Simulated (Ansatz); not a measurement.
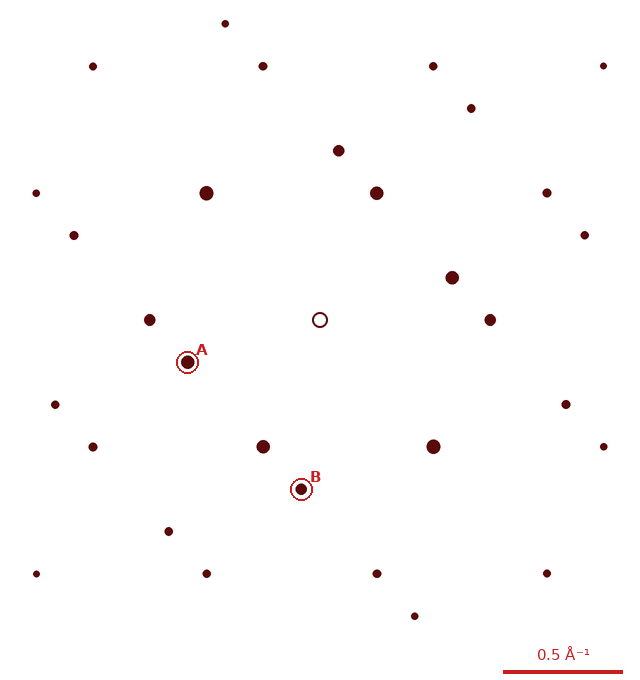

The pattern is a kinematic simulation for 300 kV electrons (no multiple scattering; isotropic B = 1 Å²). Two individuals of a reflection twin are superposed (a geometric construction: whether this twin forms is not tested). Crystal: Ge, space group Im-3m (No. 229), a = 3.41 Å, zone axis [210]. Structure: the end point of a relaxation with DFT, RPBE, plane waves (420 eV) with PAW, scalar-relativistic in Ansatz; the starting structure was generated, so it need not be a known form of this composition.

In the first individual spot A is 0 0 -2 and spot B is -1 2 -1.

Question: Find the twin plane.

Answer: (1-2-1). The spot positions of the combined pattern are mirror-symmetric about the row through 1 -2 -1 (d = 1.392 Å), which both individuals share, while a single individual has only symmetry 2mm without that mirror line. Friedel's law adds the mirror line at right angles, so a twin on (1-25) would give the same picture; the more widely spaced plane was used.

Question: Which other reflections coincide?

Answer: Off the common row, 1 -2 5 and their kin fall on spots of the second individual; about 20 % of the first individual's visible spots are shared.
